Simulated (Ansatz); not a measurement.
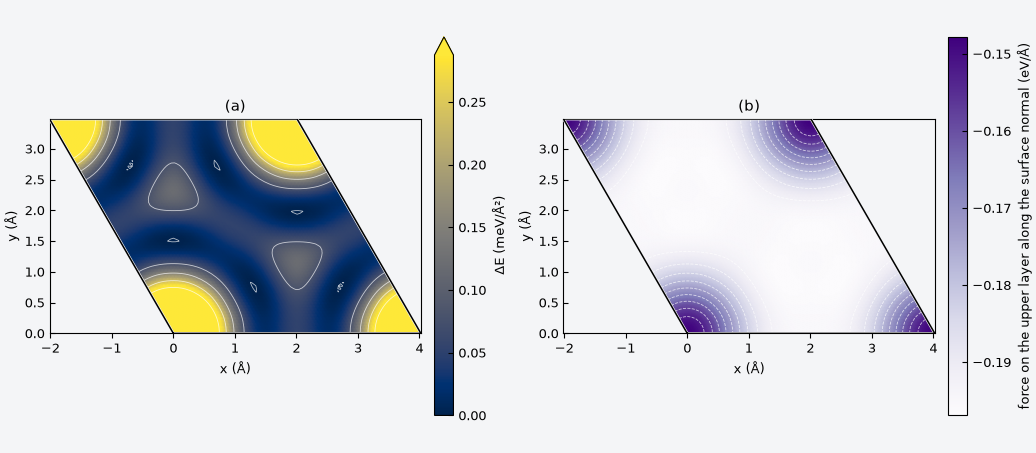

A bilayer of two Ge sheets of the honeycomb type, the upper one turned by 180 degrees about the normal (4 atoms in the cell). 
- The upper layer of a bilayer is slid over the lower one; relaxed at each slide: nothing; the origin of the map has Ge4 above Ge1; the distance between the facing planes is held at 3.85 Å.
- Places are given modulo a cell vector. The map is drawn in real space over the plane of the slide.
- Grid: 9 × 9 points; 12 points were computed and 69 follow by symmetry.
- Energies: meV/Å², counted from the lowest grid point.
- At a held distance the lowest stacking need not be the one that binds best once the distance relaxes.
- Theory: DFT PBE+D3(BJ), scalar-relativistic, plane waves, PAW in Ansatz. Settings: cutoff 420 eV, k-mesh 9×9×1, gaussian smearing 0.1 eV, no spin polarisation.

Panel (a) is the energy; panel (b) is the computed force on the upper layer along the surface normal, in eV/Å.

In the figure: a smooth colour map with a few white contour lines, the outline of one cell of the plane, one colour for all values above the top of the scale. Between grid points the surface is interpolated.

How does the force on the upper layer along the surface normal vary over the map, and what is it at the lowest grid point?

It runs from −0.20 eV/Å at (2/9, 5/9) of the cell vectors to −0.15 eV/Å at (0/9, 0/9) of the cell vectors. At the lowest grid point, (2/9, 4/9) of the cell vectors, it is −0.20 eV/Å.

| second ↓, first → | 0/9 | 1/9 | 2/9 | 3/9 | 4/9 | 5/9 | 6/9 | 7/9 | 8/9 |
| --- | --- | --- | --- | --- | --- | --- | --- | --- | --- |
| 8/9 | −0.16 | −0.17 | −0.19 | −0.20 | −0.20 | −0.20 | −0.19 | −0.17 | −0.16 |
| 7/9 | −0.18 | −0.19 | −0.20 | −0.20 | −0.20 | −0.20 | −0.19 | −0.18 | −0.17 |
| 6/9 | −0.19 | −0.20 | −0.20 | −0.20 | −0.20 | −0.20 | −0.19 | −0.19 | −0.19 |
| 5/9 | −0.20 | −0.20 | −0.20 | −0.20 | −0.20 | −0.20 | −0.20 | −0.20 | −0.20 |
| 4/9 | −0.20 | −0.20 | −0.20 | −0.20 | −0.20 | −0.20 | −0.20 | −0.20 | −0.20 |
| 3/9 | −0.19 | −0.19 | −0.19 | −0.19 | −0.20 | −0.20 | −0.20 | −0.20 | −0.20 |
| 2/9 | −0.18 | −0.17 | −0.18 | −0.19 | −0.20 | −0.20 | −0.20 | −0.20 | −0.19 |
| 1/9 | −0.16 | −0.16 | −0.17 | −0.19 | −0.20 | −0.20 | −0.20 | −0.19 | −0.17 |
| 0/9 | −0.15 | −0.16 | −0.18 | −0.19 | −0.20 | −0.20 | −0.19 | −0.18 | −0.16 |

PAW datasets: the set soft_1.
